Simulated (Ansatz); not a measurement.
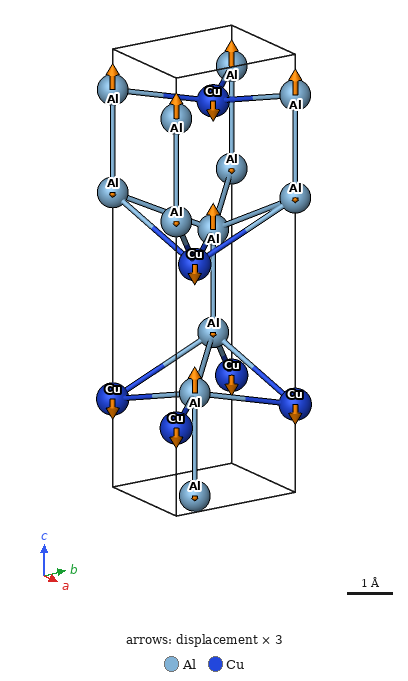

This is a relaxation of a crystal of Al$_{2}$Cu (a generated structure, set up in R3m) (coarse preliminary run). The starting structure is drawn; orange arrows show the displacements (the part carried along by the change of the cell is left out), 3 times their true length.

Style: ball-and-stick. Shown: the conventional cell (3 times the calculation's cell), slightly off an axis. Lengths and directions refer to the drawn axes.

Computed with Ansatz 0.2.0, DFT PBE, scalar-relativistic, plane waves, PAW. (plane-wave cutoff 420 eV; k-point mesh 6 × 6 × 6; occupations gaussian; smearing width 0.1 eV; no spin polarisation; cell and atoms relaxed; force threshold 0.04 eV/Å; at most 70 steps)

### Describe the change and its energy.

The atom that moves furthest relative to the cell is an Al atom (0.20 Å along +c). By element the largest moves are Al 0.20 Å, Cu 0.16 Å. The volume changes by +8.2 %, with a = b 4.127 → 4.259 Å (+3.2 %), c 9.892 → 10.045 Å (+1.5 %). Among the contacts that change: Al–Cu 2.908 → 2.589 Å, Al–Al 2.319 → 2.601 Å, Al–Cu 2.414 → 2.573 Å, Al–Cu 2.747 → 2.883 Å. Among the angles between lasting bonds that change: Al–Cu–Al 140.8° → 131.4°, Al–Cu–Al 117.4° → 111.7°, Al–Cu–Al 59.4° → 55.8°. The space group stays R3m (No. 160). Over 3 accepted moves (4 points after the start) the energy falls by 0.358 eV per cell of the calculation. The largest force component goes from 2.1 to 0.0069 eV/Å. Pressure: 9.53 GPa at the start and −0.11 GPa at the end. At 1 point the geometry stayed and the basis and grid were re-selected for the new cell (energy shift of 1.9 meV per cell of the calculation at most each time). The run took 10 s on 1 thread of Intel(R) Xeon(R) Platinum 8488C (Sapphire Rapids), on a shared host, peak memory 0.39 GiB.
